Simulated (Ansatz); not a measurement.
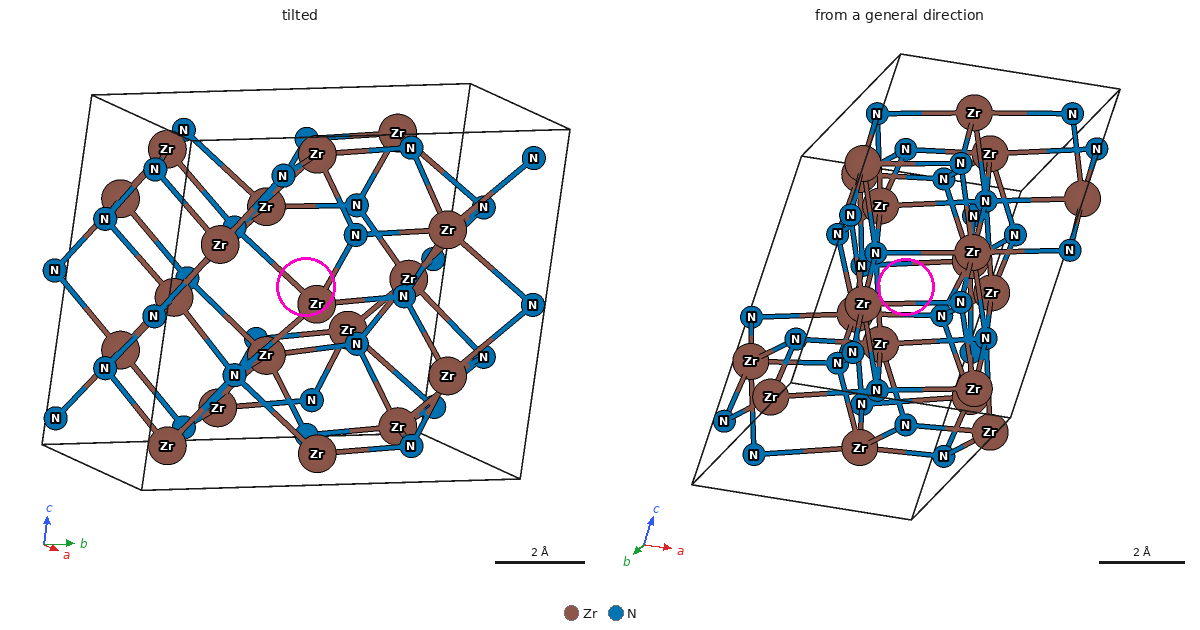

Crystal structure, ball-and-stick style, seen slightly off an axis and from a general direction. The supercell is drawn as a box. The host is Zr₃N₄, in a cell of 35 sites, and the cell is neutral. A ring marks the defect's site.

### Describe the defect.

A nitrogen vacancy. Around the empty site lie three Zr at about 2.1 Å.

Theory: DFT PBE, scalar-relativistic, plane waves, PAW (Ansatz 0.2.0). Numerical settings: plane waves up to 420 eV, k-points on a 3×2×3 grid, Gaussian smearing of 0.01 eV, collinear spins.

### Is a magnetic moment found?

No net moment.

The atoms were relaxed in the host's cell with DFT PBE, scalar-relativistic, plane waves, PAW in Ansatz 0.2.0.
